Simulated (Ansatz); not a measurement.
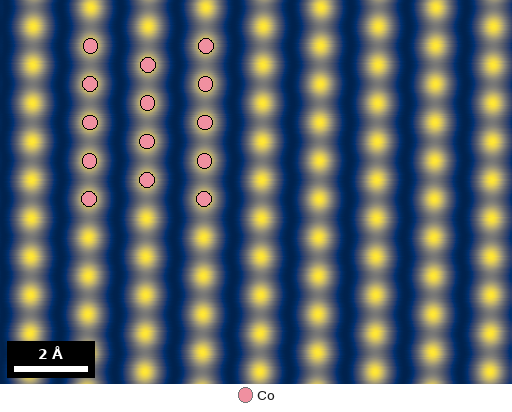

Integrated-DPC-like image of Co (Pm-3m, No. 221) along [221]. Simulated as the projected potential of neutral atoms (B = 0.5 Å²) blurred by a 0.56 Å probe, the thin-sample limit of integrated differential phase contrast. A slight drift was added. Atomic positions: the geometry given to an electronic-structure calculation, possibly off equilibrium; the starting structure was generated, so it need not be a known form of this composition.

Coloured dots in one corner mark the columns of the model.

Q: What can be read from this image?

A: The columns repeat on a centred rectangular net of 1.05 × 3.15 Å (plane group c2mm). All columns are alike (Co). The shortest distance between visible columns is 1.05 Å in projection. Along the beam the structure repeats every 6.67 Å.
